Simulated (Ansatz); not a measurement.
# NbSi2As4 monolayer in a perpendicular field

Wanted: the out-of-plane response of the NbSi2As4 monolayer. A positive field points along +c.

Program: Ansatz 0.2.0. Level of theory: plane-wave DFT, PBE-D3(BJ), Ansatz PAW. Results are calculated unless marked as measured.

### Step 1. Starting point

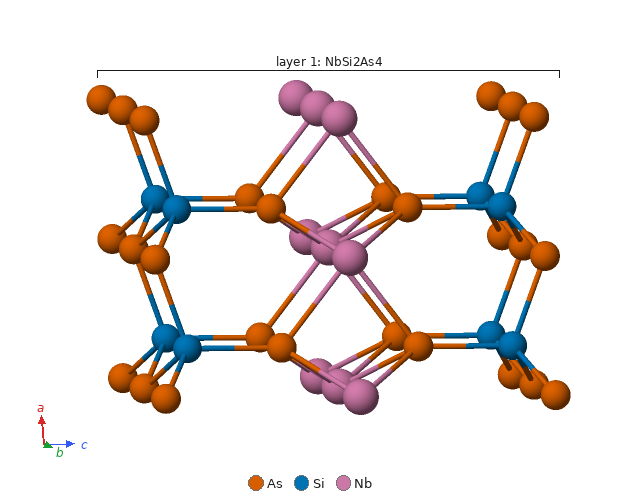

The starting structure, seen from the side, with the c axis across the page (arsenic orange, silicon blue, niobium pink). 2×2×1 cells are drawn. Bonds to atoms that aren't drawn are left out. Some periodic images of atoms are drawn too.

The cell holds 7 atoms: 4 As, 2 Si and 1 Nb. Cell: a = 3.630 Å, b = 3.630 Å, c = 49.414 Å, α = 90.0°, β = 90.0°, γ = 120.0°. Vacuum lies along c.

### Step 2. Relaxation

The starting cell is a guess, so the in-plane lattice and the atoms are relaxed first, with the slab cut off from its images along the normal.

Input file input.yaml:

```yaml
crystal:
  lattice:
    - [3.63, 0.0, 0.0]
    - [-1.815, 3.1436722157, 0.0]
    - [0.0, 0.0, 49.414432004]
  atoms:
    - { symbol: As, position: [0.0, 0.0, 0.4067637568] }
    - { symbol: Si, position: [0.3333333333, 0.6666666667, 0.4221837686] }
    - { symbol: As, position: [0.3333333333, 0.6666666667, 0.467312285] }
    - { symbol: Nb, position: [0.0, 0.0, 0.5], spin: 1.0 }
    - { symbol: As, position: [0.3333333333, 0.6666666667, 0.532687715] }
    - { symbol: Si, position: [0.3333333333, 0.6666666667, 0.5778162314] }
    - { symbol: As, position: [0.0, 0.0, 0.5932362432] }
  periodic: [true, true, false]
magnetization:
  spin_polarized: true
kpoints:
  mp_grid: { grid: [12, 12, 1] }
hamiltonian:
  xc: pbe
  dispersion: d3bj
scf:
  occupations: { method: fermi_dirac, width: 0.05 }
  convergence: { dr2_threshold: 1.0e-09 }
relax:
  f_tol: 0.004
  max_steps: 90
  cell: {}
output:
  write_potential: true
  write_density: true
  volumetric_format: npy
```

Command:

```bash
$ ansatz run input.yaml --threads 4 --pin off --max-ram 6144MiB --backend cpu --events-out ev --progress --plain --runs-dir out
```

Numbers of over 12 decimals in the logs are rounded to 6 here.

Output:

```text
Warning: relax.cell: scf.convergence.dr2_threshold = 1e-9 eV is looser than the 1.89602010633e-10 eV advised for a relaxation that steers and ends on the stress (1e-10 eV for each atom of the cell: 7, times the square of relax.cell.stress_2d_tol = 0.05 N/m over 19.2 Å (the atoms' height at the walk's start and 5 Å past either face), 2.602e-2 GPa, over a crystal's default 0.05). What an SCF threshold leaves in a stress goes as its square root, and in the free energy as the threshold itself, and one threshold admits the most on a small cell: [figures from the program's tests cut] Set scf.convergence.dr2_threshold to 1.89602010633e-10 eV or tighter. [rest of the remark cut]
Engine: ansatz 0.2.0, x86_64-unknown-linux-gnu
Pseudopotentials: kind: paw
Pseudopotential: As, paw, valence charge 15, recommended cutoff 420 eV (normal), As.paw.azcp
Pseudopotential: Si, paw, valence charge 4, recommended cutoff 420 eV (normal), Si.paw.azcp
Pseudopotential: Nb, paw, valence charge 13, recommended cutoff 420 eV (normal), Nb.paw.azcp
Functional definition: PBE
  parameter kappa = 0.804
  parameter beta = 0.066725
  exchange = pbe_x(kappa = kappa, mu = beta*pi^2/3)
  correlation = pbe_c(beta = beta)
Crystal: 7 atoms, lattice volume = 563.894 Å³
Basis set: ecut = 420 eV, 10905 PW (Γ), exchange–correlation on 50×50×720 points (8 copies of the dense FFT grid, shifted against one another)
Bands: 50, of which v1, the nominal top of the filled ones, is band 41 counted from 1 (40 counted from 0)
Symmetry: 12 space group operations
Space group: P-6m2 (ITA 187), of the structure as read, at distance tolerance 8.3e-5 Å
Magnetic group: BNS 187.209 (UNI 1439), of the structure as read, at distance tolerance 8.3e-5 Å
k-points: 19 of 144 (time reversal used)
Non-local potential: As, projectors of the file, l = 0: 2, l = 1: 2, l = 2: 3, l = 3: 1
Non-local potential: Si, projectors of the file, l = 0: 2, l = 1: 2, l = 2: 2
Non-local potential: Nb, projectors of the file, l = 0: 3, l = 1: 2, l = 2: 2, l = 3: 1
PAW form: soft (Blöchl's): semilocal exchange-correlation on the pseudo side does not see the compensation charge
PAW one-centre angular grid: As, 590 points (default); XC on 64 Gauss nodes
PAW one-centre angular grid: Si, 110 points (default); XC on 64 Gauss nodes
PAW one-centre angular grid: Nb, 590 points (default); XC on 64 Gauss nodes
Initial density: superposition of atomic densities (neutral atoms: chi_scale 0, normalization atom)
Starting moments: Σ|m| = 1 μB on 1 of 7 sites
Initial wavefunctions: pseudopotential atomic-orbital guess
Functional: x = pbe(κ = 0.804, μ = 0.219515), c = pbe(β = 0.066725)
SCF iter   1: F=—  HF=-25251.725225 eV  |F-HF|=—  |Δ(HF+E_count)|=         —  Δρ=1.35e-2 (↑1.35e-2 ↓1.20e-2)  dr2=5.32e0  dr2_m=2.75e-2  M=0.658 μB ∫|m|=0.805 μB  β_m=0.30  ethr=3.10e-3  ⟨swp⟩=14.4  Hψ=11103  notcnv=0  defer=5
Mixer restart at iter 1: flushing history
preconditioner: auto → LDOS  [metal: Δε(μ)=0.069 eV  Ē_g=8.740 eV  σ=0.050 eV  W_gap=0.33  n_scr=30 (ndim 8)  ℏωp=9.0 eV  f_vac=0.730  D(μ)=1.91/eV (n_scr^D=12)]
spin=Collinear: LDOS preconditioning applied to the charge; magnetization (m = ρ↑ − ρ↓) channel mixes plain (no charge-response kernel on spin).
SCF iter   2: F=—  HF=-25250.948795 eV  |F-HF|=—  |Δ(HF+E_count)|=   7.76e-1  Δρ=8.65e-3 (↑8.65e-3 ↓7.83e-3)  dr2=1.74e0  dr2_m=1.35e-2  M=0.658 μB ∫|m|=0.781 μB  β_m=0.51  ethr=3.10e-3  ⟨swp⟩=3.5  Hψ=3176  notcnv=0  defer=91
SCF iter   3: F=—  HF=-25250.748506 eV  |F-HF|=—  |Δ(HF+E_count)|=   2.00e-1  Δρ=2.15e-3 (↑2.06e-3 ↓2.15e-3)  dr2=5.23e-2  dr2_m=2.25e-3  M=0.610 μB ∫|m|=0.700 μB  β_m=0.63  ethr=2.15e-3  ⟨swp⟩=3.4  Hψ=3672  notcnv=0  defer=91
SCF iter   4: F=—  HF=-25250.768749 eV  |F-HF|=—  |Δ(HF+E_count)|=         —  Δρ=1.58e-3 (↑1.58e-3 ↓1.18e-3)  dr2=1.35e-2  dr2_m=8.49e-3  M=0.420 μB ∫|m|=0.483 μB  β_m=0.63  ethr=6.46e-5  ⟨swp⟩=3.5  Hψ=4835  notcnv=0  defer=91
SCF iter   5: F=—  HF=-25250.768710 eV  |F-HF|=—  |Δ(HF+E_count)|=   3.86e-5  Δρ=8.61e-4 (↑8.61e-4 ↓8.43e-4)  dr2=1.16e-3  dr2_m=3.66e-3  M=0.350 μB ∫|m|=0.397 μB  β_m=0.82  ethr=1.66e-5  ⟨swp⟩=3.5  Hψ=3971  notcnv=0  defer=91
SCF iter   6: F=—  HF=-25250.771483 eV  |F-HF|=—  |Δ(HF+E_count)|=   2.77e-3  Δρ=5.79e-4 (↑5.36e-4 ↓5.79e-4)  dr2=1.70e-3  dr2_m=1.53e-3  M=0.261 μB ∫|m|=0.292 μB  β_m=0.90  ethr=1.43e-6  ⟨swp⟩=3.3  Hψ=4357  notcnv=0  defer=91
SCF iter   7: F=—  HF=-25250.773318 eV  |F-HF|=—  |Δ(HF+E_count)|=   1.83e-3  Δρ=2.37e-4 (↑2.05e-4 ↓2.37e-4)  dr2=4.93e-5  dr2_m=2.46e-4  M=0.136 μB ∫|m|=0.147 μB  β_m=0.95  ethr=1.43e-6  ⟨swp⟩=3.1  Hψ=4164  notcnv=0  defer=91
SCF iter   8: F=—  HF=-25250.773976 eV  |F-HF|=—  |Δ(HF+E_count)|=   6.58e-4  Δρ=8.88e-5 (↑8.88e-5 ↓7.55e-5)  dr2=5.05e-5  dr2_m=3.04e-5  M=0.053 μB ∫|m|=0.055 μB  β_m=0.83  ethr=6.08e-8  ⟨swp⟩=5.0  Hψ=4990  notcnv=0  defer=91
SCF iter   9: F=—  HF=-25250.774050 eV  |F-HF|=—  |Δ(HF+E_count)|=   7.44e-5  Δρ=4.11e-5 (↑4.11e-5 ↓3.31e-5)  dr2=1.05e-5  dr2_m=6.36e-6  M=0.023 μB ∫|m|=0.024 μB  β_m=0.92  ethr=6.08e-8  ⟨swp⟩=3.0  Hψ=4083  notcnv=0  defer=91
SCF iter  10: F=—  HF=-25250.774073 eV  |F-HF|=—  |Δ(HF+E_count)|=   2.28e-5  Δρ=9.23e-6 (↑9.23e-6 ↓9.23e-6)  dr2=1.33e-6  dr2_m=2.58e-7  M=0.004 μB ∫|m|=0.004 μB  β_m=0.84  ethr=1.29e-8  ⟨swp⟩=3.7  Hψ=4182  notcnv=0  defer=91
SCF iter  11: F=—  HF=-25250.774073 eV  |F-HF|=—  |Δ(HF+E_count)|=   2.34e-7  Δρ=3.33e-6 (↑3.00e-6 ↓3.33e-6)  dr2=1.75e-7  dr2_m=2.56e-8  M=0.000 μB ∫|m|=0.000 μB  β_m=0.78  ethr=1.64e-9  ⟨swp⟩=3.4  Hψ=4297  notcnv=0  defer=91
SCF iter  12: F=—  HF=-25250.774073 eV  |F-HF|=—  |Δ(HF+E_count)|=   5.22e-8  Δρ=1.43e-6 (↑1.33e-6 ↓1.43e-6)  dr2=1.67e-8  dr2_m=6.40e-9  M=0.000 μB ∫|m|=0.000 μB  β_m=0.79  ethr=2.16e-10  ⟨swp⟩=3.5  Hψ=4199  notcnv=0  defer=91
SCF iter  13: F=—  HF=-25250.774073 eV  |F-HF|=—  |Δ(HF+E_count)|=   3.47e-8  Δρ=6.23e-7 (↑5.41e-7 ↓6.23e-7)  dr2=2.94e-9  dr2_m=1.27e-9  M=0.000 μB ∫|m|=0.000 μB  β_m=0.78  ethr=2.06e-11  ⟨swp⟩=3.3  Hψ=4162  notcnv=0  defer=91
SCF iter  14: F=—  HF=-25250.774073 eV  |F-HF|=—  |Δ(HF+E_count)|=   1.10e-8  Δρ=1.09e-7 (↑1.03e-7 ↓1.09e-7)  dr2=9.47e-11  dr2_m=2.72e-11  M=0.000 μB ∫|m|=0.000 μB  β_m=0.88  ethr=3.63e-12  ⟨swp⟩=3.6  Hψ=4240  notcnv=0  defer=91
SCF iter  15: F=-25250.774073 eV  HF=-25250.774073 eV  |F-HF|=0.00e0  |Δ(HF+E_count)|=   1.96e-9  Δρ=2.65e-8 (↑2.65e-8 ↓2.22e-8)  dr2=2.66e-11  dr2_m=7.12e-13  M=-0.000 μB ∫|m|=0.000 μB  ethr=1.00e-12  ⟨swp⟩=7.9  Hψ=11698  notcnv=0
[...]
relax step   5: F+E_penalty+E_count = -25252.13013794 eV  Δ(F+E_penalty+E_count) = -3.718e-4 eV  max|allowed force component| = 1.275e-2 eV/Å  Δτ_max = 0.0035 Å  P = -0.016 N/m  Ω = 562.292 Å³  energy of the carried Pulay correction = +6.094e-5 eV  fix = [c, alpha, beta]  reactions: c -0.000 N/m  (8 SCF iters, accepted)
[...]
relax step   6: F+E_penalty+E_count = -25252.13014609 eV  Δ(F+E_penalty+E_count) = -8.152e-6 eV  max|allowed force component| = 2.796e-4 eV/Å  Δτ_max = 0.0006 Å  P = -0.001 N/m  Ω = 562.303 Å³  energy of the carried Pulay correction = +6.051e-5 eV  fix = [c, alpha, beta]  reactions: c -0.000 N/m  (6 SCF iters, accepted)
Initial wavefunctions: pseudopotential atomic-orbital guess (no wavefunctions were taken with the density)
iter 1 solved again at ethr=1.19e-6 eV; its pass at ethr=3.10e-3 eV (dr2=9.64e-4 eV) is discarded
SCF iter   1: F=—  HF=-25252.130063 eV  |F-HF|=—  |Δ(HF+E_count)|=         —  Δρ=1.06e-6 (↑1.06e-6 ↓1.04e-6)  dr2=1.03e-8  dr2_m=4.84e-11  M=-0.000 μB ∫|m|=0.000 μB  β_m=0.65  ethr=1.19e-6  ⟨swp⟩=6.9  Hψ=18490  notcnv=0
eigensolver tolerance schedule: the retry pair's looser diagonalisation over-reported the residual by 93664.56 of it (diagonalisation noise at an unbounded share of the residual, at the tolerance the schedule requests for it); recorded, not acted on — ethr = c·dr2/N_el stays at c = 1.0e-1
preconditioner: auto → LDOS  [metal: Δε(μ)=0.059 eV  Ē_g=8.141 eV  σ=0.050 eV  W_gap=0.29  n_scr=26 (ndim 8)  ℏωp=9.0 eV  f_vac=0.721  D(μ)=3.10/eV (n_scr^D=14)]
spin=Collinear: LDOS preconditioning applied to the charge; magnetization (m = ρ↑ − ρ↓) channel mixes plain (no charge-response kernel on spin).
SCF iter   2: F=—  HF=-25252.130088 eV  |F-HF|=—  |Δ(HF+E_count)|=   2.51e-5  Δρ=6.88e-7 (↑6.80e-7 ↓6.88e-7)  dr2=7.91e-9  dr2_m=3.50e-11  M=-0.000 μB ∫|m|=0.000 μB  β_m=0.38  ethr=1.27e-11  ⟨swp⟩=6.7  Hψ=8045  notcnv=0
SCF iter   3: F=—  HF=-25252.130088 eV  |F-HF|=—  |Δ(HF+E_count)|=   1.18e-9  Δρ=4.22e-7 (↑4.16e-7 ↓4.22e-7)  dr2=1.54e-9  dr2_m=2.33e-11  M=-0.000 μB ∫|m|=0.000 μB  β_m=0.69  ethr=9.76e-12  ⟨swp⟩=3.1  Hψ=3728  notcnv=0
SCF iter   4: F=-25252.130088 eV  HF=-25252.130088 eV  |F-HF|=1.25e-9  |Δ(HF+E_count)|=  7.20e-10  Δρ=1.10e-7 (↑1.10e-7 ↓8.49e-8)  dr2=3.92e-10  dr2_m=9.16e-12  M=-0.000 μB ∫|m|=0.000 μB  ethr=1.23e-12  ⟨swp⟩=13.2  Hψ=15026  notcnv=0
the starting moments were not kept: the SCF closed with an absolute magnetisation of 4.8e-5 μB, where they sum to 1 μB in size (1 site). That is at most 0.1 of that sum. Measured as dr2_m measures the in/out step, that magnetisation stands 3.3e-10 eV from none, at or under the dr2_threshold of 1.0e-9 eV: it is no larger than a step whose dr2_m would equal this threshold.
SCF 7 converged in 4 iterations: F = -25252.130088 eV  dr2 = 3.92e-10
relax step   7: F+E_penalty+E_count = -25252.13008809 eV  Δ(F+E_penalty+E_count) = +5.799e-5 eV  max|allowed force component| = 2.772e-4 eV/Å  Δτ_max = 0.0000 Å  P = -0.004 N/m  Ω = 562.303 Å³  fix = [c, alpha, beta]  reactions: c -0.000 N/m  stress off target by 3.52e-3 N/m on what of the cell is left free  SCF on the basis re-selected at this cell (its energy is not comparable with the rows above)  (4 SCF iters)
basis re-selected at this cell: Δ(F+E_penalty+E_count) = +5.799e-5 eV, ΔP = -0.002 N/m vs the last step (what re-selecting the basis moved, of the pressure what is left beyond the Pulay correction that the steps carried, after the strain that the cell walked since its last selection, with what the two solves' SCF thresholds leave and, on support functions, any second-order correction that the steps lacked; it is no m [...]
WARN: The input density's exchange-correlation potential varies sharply where the density is thin. Do not read a vacuum level from v_tot or v_xc, or from such a field of the output density. On a cell that repeats whose density bears no net charge and no dipole along the vacuum's axis use v_es (v_loc + v_h of the components); under efield.dipole_correction with no amplitude use v_es + v_field, which holds any external [...]
SCF converged after 4 iterations
Magnetization: -0.0000 μB (40.5000 up, 40.5000 down)
Absolute magnetization: 0.0000 μB (∫|ρ↑−ρ↓|, with the PAW one-centre terms)
Spin contamination: 0.0000 ħ² per cell (⟨S²⟩ above its minimum at these occupations)
Per-site moments (μB) at R_I (Å): [(-2.569502856135976e-7, 0.975826), (-6.859351429251302e-7, 0.965708), (3.8441111644816467e-7, 0.965708), (-2.479697336896667e-5, 1.074315), (3.8441111684448095e-7, 0.965708), (-6.85935143092174e-7, 0.965708), (-2.5695028535432633e-7, 0.975826)]
Free energy (F): -25252.130088 eV
Harris-Foulkes:  -25252.130088 eV  (|F-HF|=1.25e-9)
Internal energy: -25252.104610 eV  (E = F + TS)
E sigma→0 (E₀):  -25252.117349 eV
Entropy (-TS):   -0.025478 eV (-3.640 meV/atom)
Fermi energy:    -4.994934 eV
--- Per-component energies (eV) ---
  E_band       = -2262.959618
  E_kinetic    = 889.542262
  E_local      = -446551.062626  (includes V_loc(G=0)·N_el)
  E_nonlocal   = -2510.805973
  E_hartree    = 222859.288490
  E_xc         = -603.688865
  E_vxc        = -624.676779  (∫ρ·V_xc dr)
  E_paw        = -11439.857208  (= ΣΔE_a)
  E_vpaw       = 815.472552  (= ΣTr[D̂ρ^β])
  E_aug_tail   = 0.000051  (compensation charges beyond the density's cutoff)
  E_ewald      = 212107.004720
  E_disp       = -2.525460  (pairwise vdW)
  E_smearing   = -0.025478  (= −TS)
  E_closure    = -0.000000  (closes the sum)
  Σ components = -25252.130088   (vs F -25252.130088, Δ=0.00e0)
--- Forces (eV/Å), atoms counted from 1 ---
  atom   1  As    -0.00000000     0.00000000     0.00010761
  atom   2  Si     0.00000000    -0.00000000    -0.00015573
  atom   3  As     0.00000000     0.00000000     0.00027716
  atom   4  Nb     0.00000000     0.00000000    -0.00000000
  atom   5  As     0.00000000     0.00000000    -0.00027716
  atom   6  Si     0.00000000    -0.00000000     0.00015573
  atom   7  As    -0.00000000     0.00000000    -0.00010761
  max |Σ_I F_I| component: 4.88e-16 eV/Å
--- 2D stress c σ (N/m, compression-positive) ---
       -0.003522      -0.000000      -0.000000
       -0.000000      -0.003522      -0.000000
       -0.000000      -0.000000      -0.000000
  P = ½ c Tr σ = -0.0035 N/m
--- Band table (eV; the first three rows and the last of 38) ---
  k-point 0 ↑: bands = [... 37 lower, -5.5655, -5.2418, -5.2418, -4.7116, -2.5178, -2.4492, -2.0856, -2.0856, ... 5 higher]
  k-point 1 ↑: bands = [... 37 lower, -5.7450, -5.3819, -5.3795, -4.6925, -2.4109, -2.3577, -1.8927, -1.8358, ... 5 higher]
  k-point 2 ↑: bands = [... 37 lower, -6.0512, -5.7017, -5.7002, -4.8251, -2.8256, -2.7698, -1.8667, -1.8444, ... 5 higher]
  k-point 18 ↓: bands = [... 37 lower, -7.4619, -6.4228, -5.6559, -4.3546, -3.4746, -3.3216, -3.0556, -2.4291, ... 5 higher]
  the weakly bound empty levels are not read free of the cell's end (no_gap_told)
--- Relaxed structure (6 steps of the walk, 6 accepted, 1 SCFs on fresh bases) ---
  F+E_penalty+E_count = -25252.13008809 eV   max|allowed force component| = 2.772e-4 eV/Å   (the final SCF, on the basis selected at the relaxed cell)
  cell:  # Å, volume = 562.3030 Å³
    - [3.624875, 0, 0]
    - [-1.812437, 3.139234, 0]
    - [0, 0, 49.414432004]
  atoms:
    - { symbol: As, position: [9.434800694997334e-18, -5.363475940910595e-17, 0.398933] }
    - { symbol: Si, position: [0.333333, 0.666667, 0.421252] }
    - { symbol: As, position: [0.333333, 0.666667, 0.468629] }
    - { symbol: Nb, position: [1.057355261855499e-17, -5.1357255561990634e-17, 0.500000] }
    - { symbol: As, position: [0.333333, 0.666667, 0.531371] }
    - { symbol: Si, position: [0.333333, 0.666667, 0.578748] }
    - { symbol: As, position: [1.1712304542112662e-17, -4.907975171487529e-17, 0.601067] }
```

Run time: 3.9 min. Hardware: 4 threads of Intel Xeon Platinum 8259CL at 2.50GHz (Skylake/Cascade Lake), shared host; peak memory 1.6 GiB.

Relaxation path:

```csv
step,energy less that of the first step (eV),largest force component (eV/Å),volume (Å³)
1,0.0000,3.1666,563.89
2,-1.1800,0.8899,559.64
3,-1.3508,0.1851,557.07
4,-1.3557,0.0713,561.55
5,-1.3561,0.0127,562.29
6,-1.3561,0.0003,562.30
7*,-1.3560,0.0003,562.30
```

Relaxation steps marked * repeat the geometry before them on a plane-wave basis chosen anew for their cell, so energy and pressure can jump there.

Forces are held to the 12 operations that the run works with; a distortion that breaks them can't arise in this run.

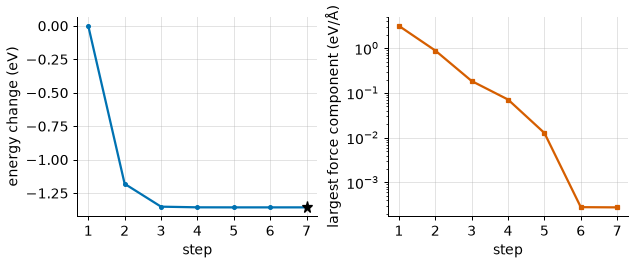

Energy and largest force along the relaxation. Stars mark steps on a basis chosen anew.

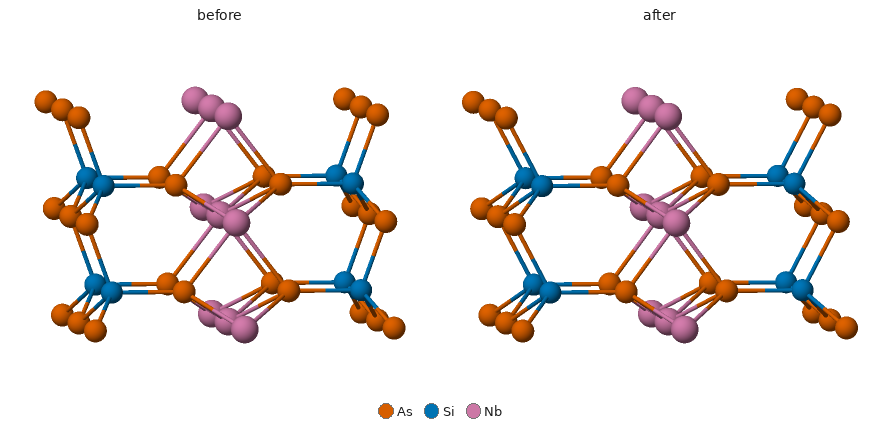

Before and after, at one scale. Bonds to atoms that aren't drawn are left out.

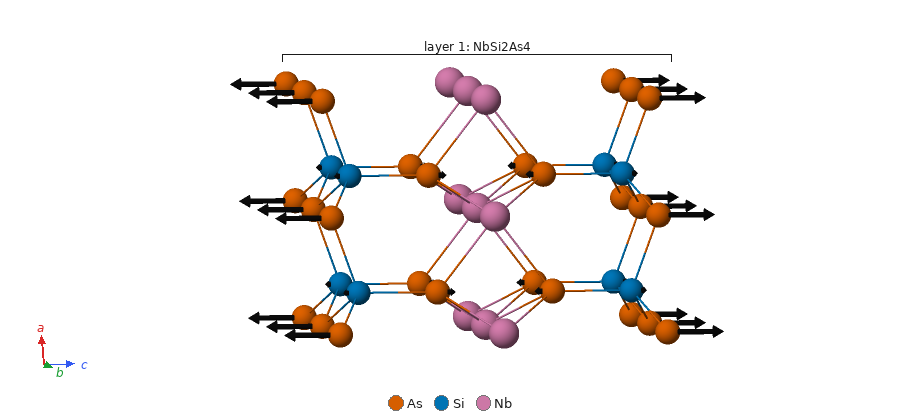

Displacements in the relaxation, exaggerated, measured against the changing cell; the longest in the cell stands for 0.39 Å. Bonds to atoms that aren't drawn are left out. 2×2×1 cells are drawn. Some periodic images of atoms are drawn too.

| cell as run | before | after | change |
| --- | --- | --- | --- |
| a (Å) | 3.630 | 3.625 | -0.1 % |
| b (Å) | 3.630 | 3.625 | -0.1 % |

The atoms that moved most (Å, along periodic axes as changes of fractional coordinates times the final cell, across vacuum about the mean position):

```csv
atom,dx,dy,dz,length
As1,0.000,0.000,-0.387,0.387
As7,0.000,0.000,0.387,0.387
As5,0.000,0.000,-0.065,0.065
As3,0.000,0.000,0.065,0.065
Si2,0.000,0.000,-0.046,0.046
Si6,0.000,0.000,0.046,0.046
```

Numbers from this step:

| Property | Result |
| --- | --- |
| energy at zero smearing | -25252.1173 eV |

The lattice constant a goes from 3.630 to 3.625 Å.

(Continued in part 2 of 2.)

[Logs are printed without paths, hosts, clocks, repeated set-up lines and the standing remarks that a program may print on its own settings, such as how far it seeks lower states.]

[Hosts, paths, dates, database ids (printed as entryN), source tags and the programs' standing remarks are cut or masked in the printed files.]

[Maps of the electrostatic potential energy from Ansatz leave out the sawtooth potential of an applied field or a dipole correction, so their vacuum need not be flat; planar profiles and work functions include it.]
